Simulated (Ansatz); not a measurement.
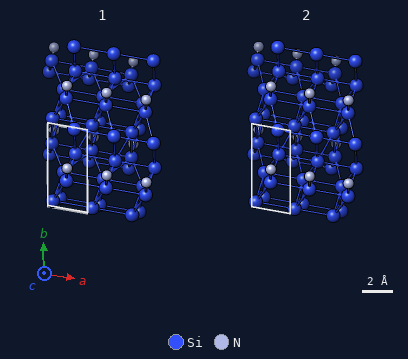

Two geometries of crystalline Si4N (a generated structure, set up in P1), drawn at one scale. One is the start of a relaxation, the other its converged end. The picture is a ball-and-stick view of the cell of the calculation, repeated 3 × 2 × 1 with one cell outlined, seen along the c axis.

These are results of Ansatz 0.2.0, DFT PBE, scalar-relativistic, plane waves, PAW, not measurements. Settings: plane-wave cutoff 420 eV; k-point mesh 14 × 8 × 4; occupations gaussian; smearing width 0.1 eV; no spin polarisation; cell and atoms relaxed; force threshold 0.01 eV/Å; at most 80 steps.

### Which geometry has the lower energy?

Structure 1 is the relaxed one. Over 9 accepted moves (10 points after the start) the energy falls by 70.8 meV per cell of the calculation. The largest force component goes from 0.16 to 0.0065 eV/Å. Pressure: 0.02 GPa at the start and −0.01 GPa at the end. At 1 point the geometry stayed and the basis and grid were re-selected for the new cell (energy shift of 0.3 meV per cell of the calculation at most each time). The atom that moves furthest relative to the cell is a Si atom (0.20 Å roughly along +a). By element the largest moves are Si 0.20 Å, N 0.06 Å. Cell: a 2.707 → 2.765 Å (+2.1 %), b 5.757 → 5.722 Å (−0.6 %), c 9.343 → 9.129 Å (−2.3 %), α 98.3° → 97.0°, β 92.5° → 92.3°. Volume −0.5 %. Some distances before and after: Si–Si 3.063 → 2.755 Å, Si–Si 2.488 → 2.429 Å, Si–Si 2.707 → 2.765 Å, Si–Si 2.563 → 2.510 Å. Bond angles that change, for instance: Si–Si–Si 155.5° → 143.5°, Si–Si–Si 159.0° → 147.7°, Si–Si–Si 72.1° → 63.7°. The space group stays P1 (No. 1). The run took 20 min on 1 thread of Intel(R) Xeon(R) Processor @ 2.70GHz, on a shared host, peak memory 1 GiB.
